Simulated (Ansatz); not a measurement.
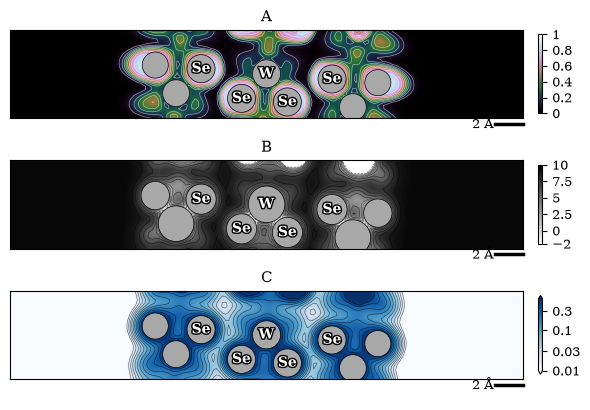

WSe2: 3 fields on the (111) plane of the conventional cell, with unlabelled colour scales. Grey discs cover the atomic cores.

Space group P-6m2; a generated structure, not necessarily the stable one.

Level of theory: DFT LDA, scalar-relativistic, plane waves, PAW (Ansatz).

Question: Which field does each panel show? The fields are: electron localisation function, electrostatic potential energy of an electron and valence pseudo-density.

Answer: Panel A: electron localisation function. Panel B: electrostatic potential energy of an electron (low next to the atoms, rising into the space between them). Panel C: valence pseudo-density. From the grid: W–Se (2.52 Å): ρ at the midpoint is about 0.57 e/Å³; the ELF is about 0.50 at the midpoint.
